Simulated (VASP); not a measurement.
**Run report: Ge$_{3}$Si, geometry relaxation (part 2 of 3)**

Continued. System: Ge$_{3}$Si (I4/mmm, 4 atoms in the cell). Method: Kohn-Sham DFT of a periodic cell, PBE, VASP PAW PBE potentials, recommended, no spin polarisation (VASP 6.6.1); cutoff 520 eV, 7×7×7 k-mesh, Gaussian smearing of 0.15 eV. The structure was made by swapping elements on the sites of another compound; it need not be a known phase.

Geometry of the input (Å; fractional positions):
```
-2.1079  2.1079  4.0518
2.1079  -2.1079  4.0518
2.1079  2.1079  -4.0518
Si 0.0000  0.0000  0.0000
Ge 0.7500  0.2500  0.5000
Ge 0.2500  0.7500  0.5000
Ge 0.5000  0.5000  0.0000
```

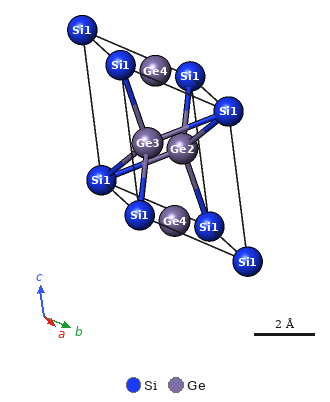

Figure 1. The geometry at step 3 of the log (ball-and-stick view of the reduced cell, seen slightly off an axis; atoms are numbered from 1 in the order of the input).

Parts of OUTCAR, continued
```
  FORCE on cell =-STRESS in cart. coord.  units (eV):
  Direction    XX          YY          ZZ          XY          YZ          ZX
  --------------------------------------------------------------------------------------
  -------------------------------------------------------------------------------------
  Total       -0.3442769     -0.3442769     -0.2637230      0.0000000      0.0000000      0.0000000
  in kB       -7.3631863     -7.3631863     -5.6403498      0.0000000      0.0000000      0.0000000
  external PRESSURE =      -6.7889075 kB  Pullay stress =       0.0000000 kB

 VOLUME and BASIS-vectors are now :
 -----------------------------------------------------------------------------
  energy-cutoff  :      520.00
  volume of cell :       74.91
      direct lattice vectors                 reciprocal lattice vectors
    -2.132623707  2.132623707  4.117789750     0.000000000  0.234452988  0.121424364
     2.132623707 -2.132623707  4.117789750     0.234452988  0.000000000  0.121424364
     2.132623707  2.132623707 -4.117789750     0.234452988  0.234452988  0.000000000

 POSITION                                       TOTAL-FORCE (eV/Angst)
 -----------------------------------------------------------------------------------
      4.26525      0.00000      0.00000        -0.000000      0.000000      0.000000
     -0.00000      2.13262      2.05889         0.000000      0.000000     -0.000000
      2.13262     -0.00000      2.05889        -0.000000     -0.000000      0.000000
      2.13262      2.13262      0.00000        -0.000000      0.000000      0.000000
 -----------------------------------------------------------------------------------
    total drift:                                0.000000      0.000000      0.000000

  FREE ENERGIE OF THE ION-ELECTRON SYSTEM (eV)
  ---------------------------------------------------
  free  energy   TOTEN  =       -17.2400717298 eV

  energy  without entropy=      -17.2134778450  energy(sigma->0) =      -17.22677479

--------------------------------------- Ionic step        3  -------------------------------------------

 number of electron      45.9999887 magnetization

------------------------ aborting loop because EDIFF is reached ----------------------------------------

  FORCE on cell =-STRESS in cart. coord.  units (eV):
  Direction    XX          YY          ZZ          XY          YZ          ZX
  --------------------------------------------------------------------------------------
  -------------------------------------------------------------------------------------
  Total        0.2329980      0.2329980      0.4766073      0.0000000     -0.0000000      0.0000000
  in kB        5.0311313      5.0311313     10.2913921      0.0000000     -0.0000000      0.0000000
  external PRESSURE =       6.7845516 kB  Pullay stress =       0.0000000 kB

 VOLUME and BASIS-vectors are now :
 -----------------------------------------------------------------------------
  energy-cutoff  :      520.00
  volume of cell :       74.20
      direct lattice vectors                 reciprocal lattice vectors
    -2.126603628  2.126603628  4.101701931     0.000000000  0.235116687  0.121900618
     2.126603628 -2.126603628  4.101701931     0.235116687  0.000000000  0.121900618
     2.126603628  2.126603628 -4.101701931     0.235116687  0.235116687  0.000000000

 POSITION                                       TOTAL-FORCE (eV/Angst)
 -----------------------------------------------------------------------------------
     -0.00000      0.00000      0.00000         0.000000      0.000000      0.000000
      0.00000      2.12660      2.05085         0.000000     -0.000000      0.000000
      2.12660      0.00000      2.05085        -0.000000     -0.000000     -0.000000
      0.00000      0.00000      4.10170         0.000000      0.000000      0.000000
 -----------------------------------------------------------------------------------
    total drift:                                0.000000      0.000000      0.000000

  FREE ENERGIE OF THE ION-ELECTRON SYSTEM (eV)
  ---------------------------------------------------
  free  energy   TOTEN  =       -17.2409029449 eV

  energy  without entropy=      -17.2140002194  energy(sigma->0) =      -17.22745158

--------------------------------------- Ionic step        4  -------------------------------------------

 number of electron      45.9999899 magnetization

------------------------ aborting loop because EDIFF is reached ----------------------------------------

  FORCE on cell =-STRESS in cart. coord.  units (eV):
  Direction    XX          YY          ZZ          XY          YZ          ZX
  --------------------------------------------------------------------------------------
  -------------------------------------------------------------------------------------
  Total       -0.4467565     -0.4467565     -0.2858908      0.0000000      0.0000000      0.0000000
  in kB       -9.5991997     -9.5991997     -6.1427711      0.0000000      0.0000000      0.0000000
  external PRESSURE =      -8.4470569 kB  Pullay stress =       0.0000000 kB

 VOLUME and BASIS-vectors are now :
 -----------------------------------------------------------------------------
  energy-cutoff  :      520.00
  volume of cell :       74.57
      direct lattice vectors                 reciprocal lattice vectors
    -2.129714853  2.129714853  4.110016244     0.000000000  0.234773214  0.121654020
     2.129714853 -2.129714853  4.110016244     0.234773214  0.000000000  0.121654020
     2.129714853  2.129714853 -4.110016244     0.234773214  0.234773214  0.000000000

 POSITION                                       TOTAL-FORCE (eV/Angst)
 -----------------------------------------------------------------------------------
      4.25943      0.00000      0.00000         0.000000     -0.000000      0.000000
      0.00000      2.12971      2.05501        -0.000000      0.000000     -0.000000
      2.12971      0.00000      2.05501         0.000000     -0.000000      0.000000
      2.12971      2.12971      0.00000         0.000000     -0.000000      0.000000
 -----------------------------------------------------------------------------------
    total drift:                                0.000000      0.000000      0.000000

  FREE ENERGIE OF THE ION-ELECTRON SYSTEM (eV)
  ---------------------------------------------------
  free  energy   TOTEN  =       -17.2408315919 eV

  energy  without entropy=      -17.2140698246  energy(sigma->0) =      -17.22745071

--------------------------------------- Ionic step        5  -------------------------------------------

 number of electron      45.9999892 magnetization

------------------------ aborting loop because EDIFF is reached ----------------------------------------

  FORCE on cell =-STRESS in cart. coord.  units (eV):
  Direction    XX          YY          ZZ          XY          YZ          ZX
  --------------------------------------------------------------------------------------
  -------------------------------------------------------------------------------------
  Total        0.1240475      0.1240475      0.3287552      0.0000000      0.0000000     -0.0000000
  in kB        2.6723816      2.6723816      7.0824423      0.0000000      0.0000000     -0.0000000
  external PRESSURE =       4.1424019 kB  Pullay stress =       0.0000000 kB

 VOLUME and BASIS-vectors are now :
 -----------------------------------------------------------------------------
  energy-cutoff  :      520.00
  volume of cell :       74.37
      direct lattice vectors                 reciprocal lattice vectors
    -2.128054850  2.128054850  4.105580120     0.000000000  0.234956350  0.121785469
     2.128054850 -2.128054850  4.105580120     0.234956350  0.000000000  0.121785469
     2.128054850  2.128054850 -4.105580120     0.234956350  0.234956350  0.000000000

 POSITION                                       TOTAL-FORCE (eV/Angst)
 -----------------------------------------------------------------------------------
     -0.00000      0.00000      0.00000        -0.000000      0.000000     -0.000000
      0.00000      2.12805      2.05279        -0.000000      0.000000      0.000000
      2.12805      0.00000      2.05279         0.000000     -0.000000      0.000000
      0.00000      0.00000      4.10558        -0.000000      0.000000     -0.000000
 -----------------------------------------------------------------------------------
    total drift:                                0.000000      0.000000      0.000000

  FREE ENERGIE OF THE ION-ELECTRON SYSTEM (eV)
  ---------------------------------------------------
  free  energy   TOTEN  =       -17.2409667312 eV

  energy  without entropy=      -17.2141249097  energy(sigma->0) =      -17.22754582

--------------------------------------- Ionic step        6  -------------------------------------------

 number of electron      45.9999895 magnetization

 Free energy of the ion-electron system (eV)
  ---------------------------------------------------
  ext. energy  EPLUGINS =         0.00000000
  ---------------------------------------------------
  free energy    TOTEN  =       -17.24092981 eV

  energy without entropy =      -17.21412693  energy(sigma->0) =      -17.22752837

 E-fermi :   6.9381     XC(G=0): -11.0721     alpha+bet :-12.7199

 val. band max:        6.9207389611   @ k =  -0.1429  -0.1429   0.1429
 cond. band min:       6.9446195247   @ k =  -0.2857   0.4286   0.2857
 fundamental gap:      0.0238805636
 Fermi energy:         6.9380817528

 k-point     1 :       0.0000    0.0000    0.0000
  band No.  band energies     occupation
      1     -17.7798      2.00000
      2     -17.7448      2.00000
      3     -17.7403      2.00000
      4     -17.7391      2.00000
      5     -17.7390      2.00000
      6     -17.7185      2.00000
      7     -17.7184      2.00000
      8     -17.7137      2.00000
      9     -17.6935      2.00000
     10     -17.6804      2.00000
     11     -17.6734      2.00000
     12     -17.6693      2.00000
     13     -17.6529      2.00000
     14     -17.6529      2.00000
     15     -17.6435      2.00000
     16      -6.0674      2.00000
     17       1.8682      2.00000
     18       1.9170      2.00000
     19       2.7716      2.00000
     20       2.9679      2.00000
     21       4.7684      2.00000
     22       4.7684      2.00000
     23       4.8493      2.00000
     24       4.8493      2.00000
     25       6.3014      2.00000
     26       6.4518      2.00000
     27       9.2701      0.00000

 k-point     2 :       0.1429    0.0000   -0.0000
  band No.  band energies     occupation
      1     -17.7734      2.00000
      2     -17.7490      2.00000
      3     -17.7443      2.00000
      4     -17.7393      2.00000
      5     -17.7314      2.00000
      6     -17.7222      2.00000
      7     -17.7150      2.00000
      8     -17.7055      2.00000
      9     -17.6927      2.00000
     10     -17.6800      2.00000
     11     -17.6776      2.00000
     12     -17.6688      2.00000
     13     -17.6575      2.00000
     14     -17.6554      2.00000
     15     -17.6468      2.00000
     16      -5.8573      2.00000
     17       0.9917      2.00000
     18       1.3375      2.00000
     19       1.9586      2.00000
     20       3.9558      2.00000
     21       4.3892      2.00000
     22       4.6902      2.00000
     23       4.8058      2.00000
     24       5.6483      2.00000
     25       7.4274      0.00000
     26       8.1231      0.00000
     27       8.3239      0.00000

 k-point     3 :       0.2857    0.0000    0.0000
  band No.  band energies     occupation
      1     -17.7558      2.00000
      2     -17.7525      2.00000
      3     -17.7512      2.00000
      4     -17.7321      2.00000
      5     -17.7269      2.00000
      6     -17.7156      2.00000
      7     -17.7094      2.00000
      8     -17.7002      2.00000
      9     -17.6932      2.00000
     10     -17.6887      2.00000
     11     -17.6802      2.00000
     12     -17.6700      2.00000
     13     -17.6695      2.00000
     14     -17.6642      2.00000
     15     -17.6480      2.00000
     16      -5.2281      2.00000
     17      -0.9171      2.00000
     18       0.7310      2.00000
     19       1.2291      2.00000
     20       4.3964      2.00000
     21       4.4596      2.00000
     22       5.1125      2.00000
     23       5.9718      2.00000
     24       6.8554      1.56419
     25       6.9108      1.20277
     26       7.8632      0.00000
     27       9.3197      0.00000

 k-point     4 :       0.4286    0.0000   -0.0000
  band No.  band energies     occupation
      1     -17.7584      2.00000
      2     -17.7481      2.00000
      3     -17.7327      2.00000
      4     -17.7303      2.00000
      5     -17.7112      2.00000
      6     -17.7083      2.00000
      7     -17.7052      2.00000
      8     -17.7021      2.00000
      9     -17.7013      2.00000
     10     -17.6982      2.00000
     11     -17.6927      2.00000
     12     -17.6875      2.00000
     13     -17.6733      2.00000
     14     -17.6598      2.00000
     15     -17.6469      2.00000
     16      -4.1908      2.00000
     17      -2.7092      2.00000
     18       0.4343      2.00000
     19       0.8339      2.00000
     20       4.6303      2.00000
     21       4.8245      2.00000
     22       5.0933      2.00000
     23       5.6655      2.00000
     24       7.6344      0.00000
     25       8.5228      0.00000
     26       9.0058      0.00000
     27       9.6981      0.00000

 k-point     5 :       0.1429    0.1429   -0.0000
  band No.  band energies     occupation
      1     -17.7680      2.00000
      2     -17.7563      2.00000
      3     -17.7459      2.00000
      4     -17.7378      2.00000
      5     -17.7278      2.00000
      6     -17.7241      2.00000
      7     -17.7120      2.00000
      8     -17.6971      2.00000
      9     -17.6939      2.00000
     10     -17.6828      2.00000
     11     -17.6793      2.00000
     12     -17.6680      2.00000
     13     -17.6598      2.00000
     14     -17.6574      2.00000
     15     -17.6476      2.00000
     16      -5.5586      2.00000
     17       0.4326      2.00000
     18       0.6133      2.00000
     19       1.1820      2.00000
     20       3.9670      2.00000
     21       4.0226      2.00000
     22       5.0257      2.00000
     23       6.1896      2.00000
     24       6.2868      2.00000
     25       7.1198      0.08665
     26       8.9130      0.00000
     27       8.9610      0.00000

 [... the levels of 18 k-points are left out ...]

 k-point    24 :      -0.4286    0.4286    0.1429
  band No.  band energies     occupation
      1     -17.7504      2.00000
      2     -17.7403      2.00000
      3     -17.7394      2.00000
      4     -17.7355      2.00000
      5     -17.7328      2.00000
      6     -17.7210      2.00000
      7     -17.7186      2.00000
      8     -17.7008      2.00000
      9     -17.6941      2.00000
     10     -17.6931      2.00000
     11     -17.6799      2.00000
     12     -17.6744      2.00000
     13     -17.6633      2.00000
     14     -17.6558      2.00000
     15     -17.6548      2.00000
     16      -2.8111      2.00000
     17      -2.0005      2.00000
     18      -1.6308      2.00000
     19      -0.4508      2.00000
     20       3.2917      2.00000
     21       3.4038      2.00000
     22       5.9164      2.00000
     23       6.3401      2.00000
     24       8.0240      0.00000
     25       8.5976      0.00000
     26       9.5656      0.00000
     27      11.5442      0.00000

 [... further k-points ...]

------------------------ aborting loop because EDIFF is reached ----------------------------------------

  FORCE on cell =-STRESS in cart. coord.  units (eV):
  Direction    XX          YY          ZZ          XY          YZ          ZX
  --------------------------------------------------------------------------------------
  -------------------------------------------------------------------------------------
  Total       -0.2727465     -0.2727465     -0.0887529      0.0000000      0.0000000      0.0000000
  in kB       -5.8680852     -5.8680852     -1.9095001      0.0000000      0.0000000      0.0000000
  external PRESSURE =      -4.5485568 kB  Pullay stress =       0.0000000 kB

 VOLUME and BASIS-vectors are now :
 -----------------------------------------------------------------------------
  energy-cutoff  :      520.00
  volume of cell :       74.47
      direct lattice vectors                 reciprocal lattice vectors
    -2.128884852  2.128884852  4.107798182     0.000000000  0.234864746  0.121719709
     2.128884852 -2.128884852  4.107798182     0.234864746  0.000000000  0.121719709
     2.128884852  2.128884852 -4.107798182     0.234864746  0.234864746  0.000000000

 POSITION                                       TOTAL-FORCE (eV/Angst)
 -----------------------------------------------------------------------------------
      4.25777      0.00000      0.00000        -0.000000      0.000000     -0.000000
     -0.00000      2.12888      2.05390         0.000000     -0.000000      0.000000
      2.12888     -0.00000      2.05390        -0.000000      0.000000      0.000000
      2.12888      2.12888      0.00000        -0.000000      0.000000     -0.000000
 -----------------------------------------------------------------------------------
    total drift:                                0.000000      0.000000      0.000000

  FREE ENERGIE OF THE ION-ELECTRON SYSTEM (eV)
  ---------------------------------------------------
  free  energy   TOTEN  =       -17.2409298098 eV

  energy  without entropy=      -17.2141269288  energy(sigma->0) =      -17.22752837

 reached required accuracy - stopping structural energy minimisation
```

CONTCAR
```
SiGe3
   1.00000000000000
    -2.1288848515126557    2.1288848515126557    4.1077981820942684
     2.1288848515126557   -2.1288848515126557    4.1077981820942684
     2.1288848515126557    2.1288848515126557   -4.1077981820942684
  Si              Ge
     1     3
Direct
     0.0000000000000000    1.0000000000000000    1.0000000000000000
     0.7500000000000000    0.2500000000000000    0.5000000000000000
     0.2500000000000000    0.7500000000000000    0.5000000000000000
     0.5000000000000000    0.5000000000000000    1.0000000000000000

  0.00000000E+00  0.00000000E+00  0.00000000E+00
  0.00000000E+00  0.00000000E+00  0.00000000E+00
  0.00000000E+00  0.00000000E+00  0.00000000E+00
  0.00000000E+00  0.00000000E+00  0.00000000E+00
```

Trajectory as extended XYZ (Å, eV, eV/Å), 6 frames, from step=0 to step=5
```
4
Lattice="-2.1079 2.1079 4.0518 2.1079 -2.1079 4.0518 2.1079 2.1079 -4.0518" Properties=species:S:1:pos:R:3:forces:R:3 step=0 energy=-17.22531
Si    0.0000    0.0000    0.0000    0.0000   0.0000   0.0000
Ge    0.0000    2.1079    2.0259    0.0000   0.0000   0.0000
Ge    2.1079    0.0000    2.0259    0.0000   0.0000   0.0000
Ge    0.0000    0.0000    4.0518    0.0000   0.0000   0.0000
4
Lattice="-2.1326 2.1326 4.1178 2.1326 -2.1326 4.1178 2.1326 2.1326 -4.1178" Properties=species:S:1:pos:R:3:forces:R:3 step=1 energy=-17.24007
Si    4.2652    0.0000    0.0000    0.0000   0.0000   0.0000
Ge    0.0000    2.1326    2.0589    0.0000   0.0000   0.0000
Ge    2.1326    0.0000    2.0589    0.0000   0.0000   0.0000
Ge    2.1326    2.1326    0.0000    0.0000   0.0000   0.0000
4
Lattice="-2.1266 2.1266 4.1017 2.1266 -2.1266 4.1017 2.1266 2.1266 -4.1017" Properties=species:S:1:pos:R:3:forces:R:3 step=2 energy=-17.24090
Si    0.0000    0.0000    0.0000    0.0000   0.0000   0.0000
Ge    0.0000    2.1266    2.0509    0.0000   0.0000   0.0000
Ge    2.1266    0.0000    2.0509    0.0000   0.0000   0.0000
Ge    0.0000    0.0000    4.1017    0.0000   0.0000   0.0000
4
Lattice="-2.1297 2.1297 4.1100 2.1297 -2.1297 4.1100 2.1297 2.1297 -4.1100" Properties=species:S:1:pos:R:3:forces:R:3 step=3 energy=-17.24083
Si    4.2594    0.0000    0.0000    0.0000   0.0000   0.0000
Ge    0.0000    2.1297    2.0550    0.0000   0.0000   0.0000
Ge    2.1297    0.0000    2.0550    0.0000   0.0000   0.0000
Ge    2.1297    2.1297    0.0000    0.0000   0.0000   0.0000
4
Lattice="-2.1281 2.1281 4.1056 2.1281 -2.1281 4.1056 2.1281 2.1281 -4.1056" Properties=species:S:1:pos:R:3:forces:R:3 step=4 energy=-17.24097
Si    0.0000    0.0000    0.0000    0.0000   0.0000   0.0000
Ge    0.0000    2.1281    2.0528    0.0000   0.0000   0.0000
Ge    2.1281    0.0000    2.0528    0.0000   0.0000   0.0000
Ge    0.0000    0.0000    4.1056    0.0000   0.0000   0.0000
4
Lattice="-2.1289 2.1289 4.1078 2.1289 -2.1289 4.1078 2.1289 2.1289 -4.1078" Properties=species:S:1:pos:R:3:forces:R:3 step=5 energy=-17.24093
Si    4.2578    0.0000    0.0000    0.0000   0.0000   0.0000
Ge    0.0000    2.1289    2.0539    0.0000   0.0000   0.0000
Ge    2.1289    0.0000    2.0539    0.0000   0.0000   0.0000
Ge    2.1289    2.1289    0.0000    0.0000   0.0000   0.0000
```
